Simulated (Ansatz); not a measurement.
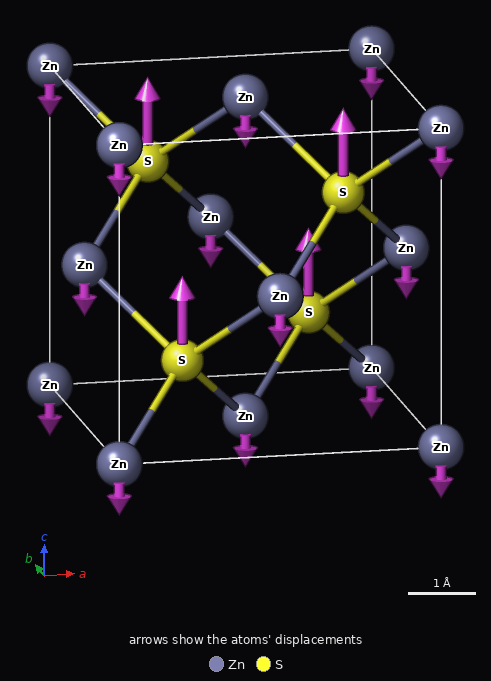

One vibrational mode of a crystal of ZnS relaxed at 30 GPa at the zone centre. The pink arrows are the displacements of the atoms (eigenvector over the root of the mass), of arbitrary overall length and sign. The picture is a ball-and-stick view of the conventional cell (4 times the calculation's cell), seen slightly off an axis. Lengths and directions refer to the drawn axes.

The calculation used Ansatz, DFT PBEsol, scalar-relativistic, plane waves, PAW. Set-up: plane-wave cutoff 420 eV; k-point mesh 10 × 10 × 10; occupations fixed; target pressure 30 GPa; no spin polarisation.

Frequencies are those without the non-analytic (LO–TO) term.

Q: What mode is this, and where does it lie in the spectrum?

A: This is the T₂ mode (triply degenerate; one member of the set is drawn) at 12.1 THz, the only optical level, infrared- and Raman-active by symmetry. The S sublattice moves against the Zn sublattice, along c; the kinetic energy is shared as S 67 %, Zn 33 %. Its infrared intensity is 8.3 (D/Å)²/amu for the set. The value is the transverse one; the longitudinal partner lies at 440 cm⁻¹.
